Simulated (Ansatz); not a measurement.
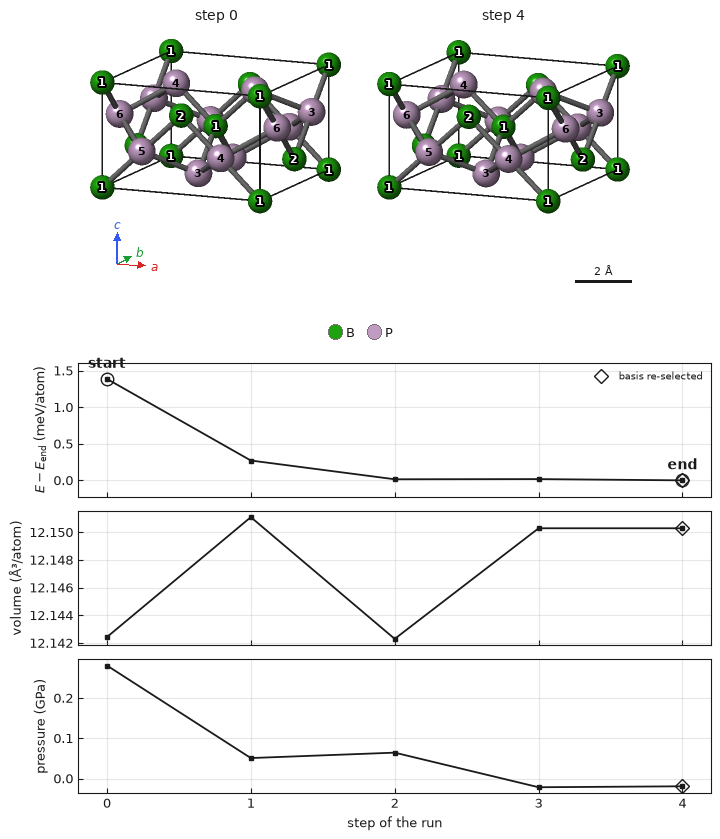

First and last geometry of a relaxation of crystalline BP2 (a generated structure, set up in I4_1/amd), with the history of the run. A ball-and-stick model of the conventional cell (2 times the calculation's cell), seen slightly off an axis. Lengths and directions refer to the drawn axes.

All numbers below come from DFT PBE, scalar-relativistic, plane waves, PAW in Ansatz. (plane-wave cutoff 420 eV; k-point mesh 12 × 12 × 12; occupations gaussian; smearing width 0.1 eV; no spin polarisation; cell and atoms relaxed; force threshold 0.01 eV/Å; at most 80 steps)

Read the history and describe the run.

Answer. It converged. No atom moves by more than 0.005 Å relative to the cell. Cell: a = b 6.163 → 6.211 Å (+0.8 %), c 3.836 → 3.779 Å (−1.5 %). Volume +0.1 %. Among the contacts that change: P3–P4 2.381 → 2.391 Å, B1–P3 2.108 → 2.102 Å. The space group stays I4_1/amd (No. 141). After 3 accepted moves (4 points after the start) the energy has fallen by 1.4 meV per atom. All forces vanish by symmetry, so only the cell relaxes. The pressure goes from 0.28 to −0.02 GPa. At 1 point the geometry stayed and the basis and grid were re-selected for the new cell (energy shift of less than 0.05 meV per atom at most each time).

```json
{"step": "0", "E − E(0), meV/atom": "0.00", "pressure, GPa": "0.28", "volume, Å³/atom": "12.142", "note": ""}
{"step": "1", "E − E(0), meV/atom": "-1.12", "pressure, GPa": "0.05", "volume, Å³/atom": "12.151", "note": ""}
{"step": "2", "E − E(0), meV/atom": "-1.37", "pressure, GPa": "0.06", "volume, Å³/atom": "12.142", "note": ""}
{"step": "3", "E − E(0), meV/atom": "-1.37", "pressure, GPa": "-0.02", "volume, Å³/atom": "12.150", "note": ""}
{"step": "4", "E − E(0), meV/atom": "-1.39", "pressure, GPa": "-0.02", "volume, Å³/atom": "12.150", "note": "same geometry, new basis"}
```
